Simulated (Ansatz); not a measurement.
System: SiC$_{15}$ (cell with a defect).

The calculation's input:

```
crystal:
  lattice:
    - [-2.4665327884, -4.2721601082, 0.0]
    - [4.933065577, 1.0e-10, 0.0]
    - [0.0, 0.0, 8.4654495156]
  atoms:
    - { symbol: Si, position: [0.5, 0.0, 0.25] }
    - { symbol: C, position: [0.5, 0.5, 0.25] }
    - { symbol: C, position: [0.0, 0.0, 0.25] }
    - { symbol: C, position: [0.0, 0.5, 0.25] }
    - { symbol: C, position: [0.5, 0.0, 0.75] }
    - { symbol: C, position: [0.5, 0.5, 0.75] }
    - { symbol: C, position: [0.0, 0.0, 0.75] }
    - { symbol: C, position: [0.0, 0.5, 0.75] }
    - { symbol: C, position: [0.1666666667, 0.8333333333, 0.25] }
    - { symbol: C, position: [0.1666666667, 0.3333333333, 0.25] }
    - { symbol: C, position: [0.6666666667, 0.8333333333, 0.25] }
    - { symbol: C, position: [0.6666666667, 0.3333333333, 0.25] }
    - { symbol: C, position: [0.3333333333, 0.1666666667, 0.75] }
    - { symbol: C, position: [0.3333333333, 0.6666666667, 0.75] }
    - { symbol: C, position: [0.8333333333, 0.1666666667, 0.75] }
    - { symbol: C, position: [0.8333333333, 0.6666666667, 0.75] }
basis:
  ecutwfc: 420
  xc_grid: 2
kpoints:
  mp_grid: { grid: [9, 9, 5], shift: [0.0, 0.0, 0.0] }
hamiltonian:
  xc: pbe
scf:
  occupations: { method: gaussian, width: 0.1 }
output:
  forces: true
  stress: false
  eigenvalues: true
  write_density: true
  write_potential: true
  elf: true
  volumetric_format: npy
relax:
  adjacent_minimum: "off"
  f_tol: 0.025
  max_steps: 45
```

Command:

```sh
ansatz run input.yaml --threads 4 --pin off --max-ram 10240MiB --backend cpu --events-out ev --progress --plain --runs-dir out
```

The fields are those of the run's last geometry, not of the input's.

Theory: DFT PBE, scalar-relativistic, plane waves, PAW (Ansatz).

Predict the valence pseudo-density and electron localisation function between the atoms.

Answer. C–C (1.35 Å): the density is about 2.3 e/Å³ at the midpoint; the ELF peaks at about 0.90 between the atoms.
Si–C (1.59 Å): ρ at the midpoint is about 1.5 e/Å³; the ELF peaks at about 0.95 between the atoms.
C–C (1.42 Å): the density is about 2 e/Å³ at the midpoint; the ELF peaks at about 0.95 between the atoms.

Does the calculation make it a metal, or give it a gap?

Answer. It is metallic or semimetallic at this level of theory: no gap opens.

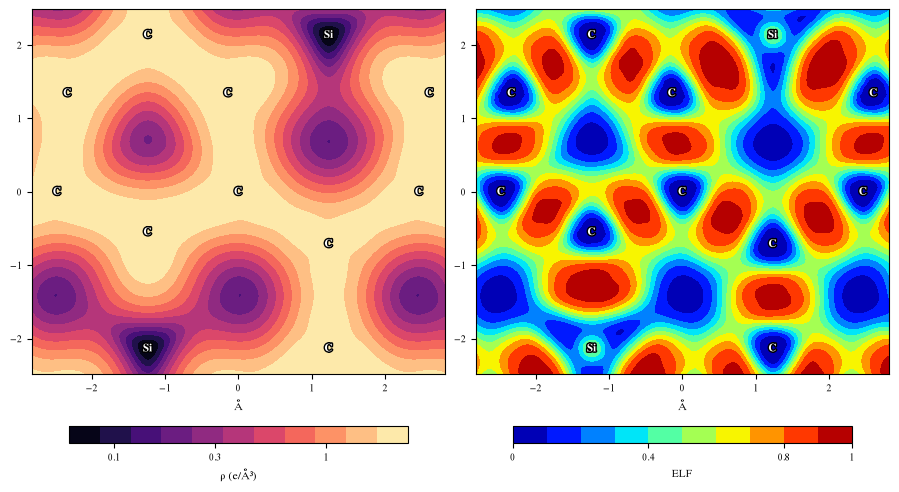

Computed valence pseudo-density and electron localisation function on the (001) plane of the calculation cell, in this order. 

In a PAW calculation such maps are meaningful between the atoms, not at the nuclei.
